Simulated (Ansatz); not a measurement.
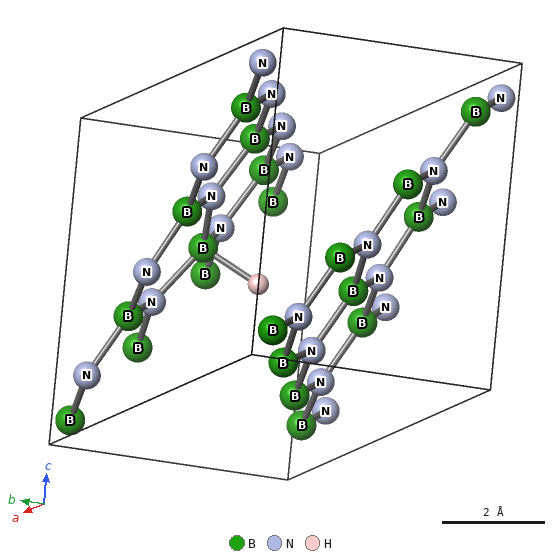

Ball-and-stick drawing of the structure, looking from a general direction. Atoms at the boundary of the supercell (the box) are drawn once for each face, edge or corner they touch. The host is BN, in a cell of 32 sites, and the cell is neutral.

What imperfection does the supercell contain?

An interstitial hydrogen atom. It is bonded to one B at about 1.3 Å.

Results below were computed with Ansatz 0.2.0, DFT PBE+D3(BJ), scalar-relativistic, plane waves, PAW; the settings were a cutoff energy of 420 eV, k-mesh 2×2×2, Gaussian smearing of 0.01 eV, collinear spins.

Is there a net moment in the defective cell?

Yes, 1.0 μB in the cell.

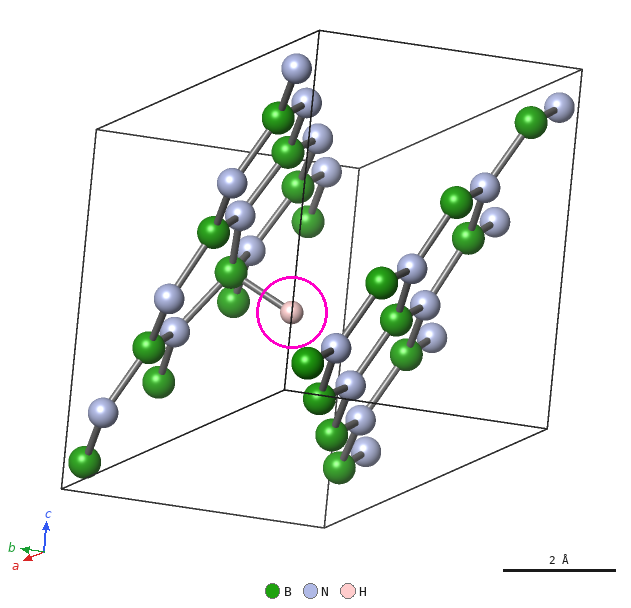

The same cell with a ring at the defect's site.

The atoms were relaxed in the host's cell with Ansatz, DFT PBE+D3(BJ), scalar-relativistic, plane waves, PAW.
